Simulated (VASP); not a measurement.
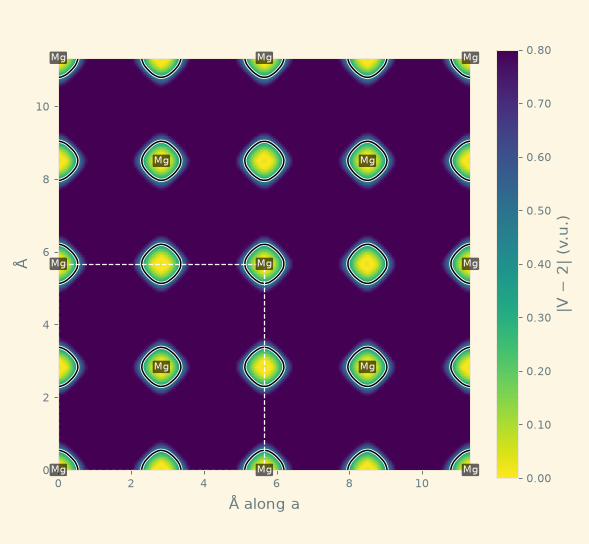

Bond-valence mismatch |V − 2| for Mg2+ in MgS in space group F-43m on the section z = 0.000 (parallel to a and b; the dashed line is one cell); the black line is the 0.4 v.u. contour, and values above the scale's top are cut off.

At each point the valence sum V of a Mg2+ ion is computed from the anions within 5 Å (s = exp((R0 − d)/b), R0 fitted to published crystal structures with b = 0.37 Å; R0: Mg2+–S 2.186 Å). The other Mg2+ ions are ignored. This is an empirical screen for pathways, not an energy calculation.

Source of the atomic positions: a cell listed in the Materials Project, as set up for an electronic-structure calculation.

```cif
data_structure
_symmetry_space_group_name_H-M 'F-43m'
_symmetry_Int_Tables_number 216
_cell_length_a 5.6662
_cell_length_b 5.6662
_cell_length_c 5.6662
_cell_angle_alpha 90.000
_cell_angle_beta 90.000
_cell_angle_gamma 90.000
_cell_volume 181.92
loop_
_atom_site_label
_atom_site_type_symbol
_atom_site_symmetry_multiplicity
_atom_site_Wyckoff_symbol
_atom_site_fract_x
_atom_site_fract_y
_atom_site_fract_z
_atom_site_occupancy
S1 S 4 d 0.25000 0.25000 0.75000 1
Mg1 Mg 4 a 0.00000 0.00000 0.00000 1
```

### In the whole crystal, how are the regions below 0.4 v.u. connected (counting the regions that come within 0.6 Å of a Mg site)?

The regions form a three-dimensional network.

### At which mismatch do paths open?

From a mismatch of about 0.20 v.u. the regions form a three-dimensional network. These are grid estimates, good to about 0.1 v.u.

### What is the valence sum at the Mg sites themselves?

1.95 v.u., against the formal 2.
